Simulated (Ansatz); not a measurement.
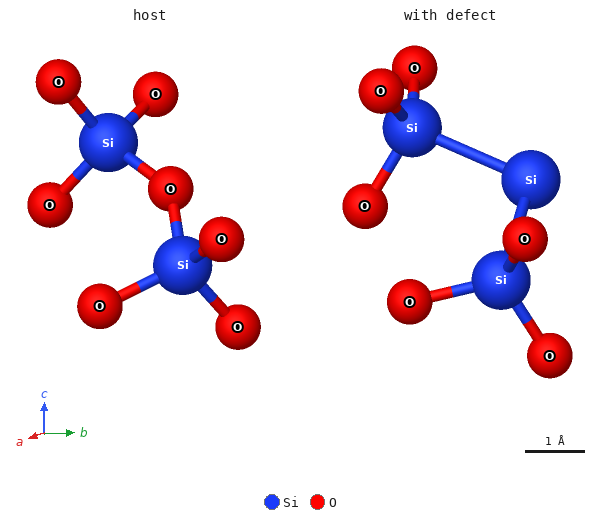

Left: perfect SiO₂. Right: the same region with one point defect, after relaxing the atoms in a supercell of 72 sites. Style: ball-and-stick. Shown: the atoms within 3.3 Å of one point, slightly off an axis.

Theory: DFT, PBEsol, PAW, plane waves (Ansatz). Settings: plane-wave cutoff 420 eV; k-point mesh 1 × 1 × 1; mesh shifted by (0.25, 0.25, 0.25); no spin polarisation. Fermi-Dirac smearing of 0.01 eV. A uniform background neutralises the charged cell. The axes drawn are those of the host's conventional cell.

> What kind of defect was made?

An oxygen atom is replaced by silicon.

The charge state of the cell is +2.

> What does the relaxation do around it?

In the host the O atom has 2 Si at 1.62 Å; the Si atom ends with 2 O at 1.80 to 1.82 Å. Of the host's atoms, an oxygen atom moves furthest from its site, by 1.08 Å. The Si atom itself moves 1.19 Å from where it was put.

Limits of the set-up: the cell is charged, on a uniform background, and energies carry no finite-size correction.
